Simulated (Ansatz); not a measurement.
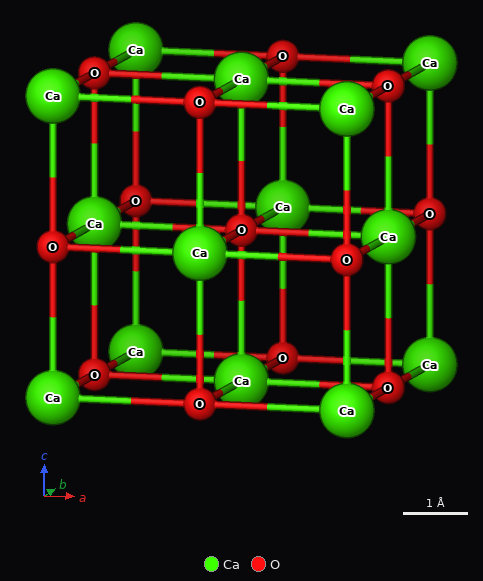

Lattice vibrations of crystalline CaO (a generated structure), space group Fm-3m (No. 225), at the zone centre. Style: ball-and-stick. Shown: the conventional cell (4 times the calculation's cell), slightly off an axis. Lengths and directions refer to the drawn axes.

These are results of DFT PBE, scalar-relativistic, plane waves, PAW in Ansatz, not measurements.

The input:
```yaml
crystal:
  lattice:
    - [0.0, 2.4153862323, 2.4153862323]
    - [2.4153862323, 0.0, 2.4153862323]
    - [2.4153862323, 2.4153862323, 0.0]
  atoms:
    - { symbol: Ca, position: [0.0, 0.0, 0.0] }
    - { symbol: O, position: [0.5, 0.5, 0.5] }
basis:
  ecutwfc: 420
kpoints:
  mp_grid: { grid: [8, 8, 8] }
hamiltonian:
  xc: pbe
scf:
  occupations: { method: fixed }
output:
  eigenvalues: true
phonons:
  method: dfpt
  dielectric: true
  rigid_motions: translations
  eigenvectors: true
  qmesh: [4, 4, 4]
  temperatures: { t_max: 1000, t_step: 100 }
  qpath:
    path:
      - [[0.0, 0.0, 0.0], [0.5, 0.0, 0.5], [0.625, 0.25, 0.625]]
      - [[0.375, 0.375, 0.75], [0.0, 0.0, 0.0], [0.5, 0.5, 0.5], [0.5, 0.25, 0.75], [0.5, 0.0, 0.5]]
    npoints: 8
```

Command:
```bash
ansatz run input.yaml --threads 1 --pin off --max-ram 2560MiB --backend cpu --events-out ev --progress --plain --runs-dir out
```

Frequencies are those without the non-analytic (LO–TO) term.

Which optical modes does it have, at what frequencies, and is it stable there?

Answer. The calculation's cell holds 2 atoms, so there are 3 optical modes, in 1 level. The optical modes span T₁u. No level is unstable.

```csv
level,symmetry,frequency (cm⁻¹),activity
1,T₁u,255,infrared-active
```

The displacement patterns (one member of each degenerate set):

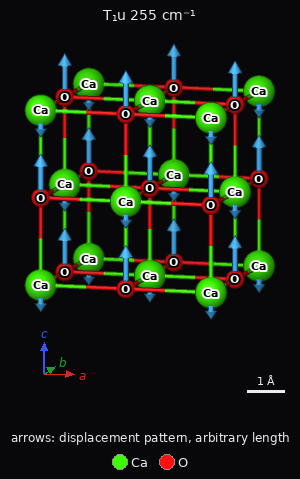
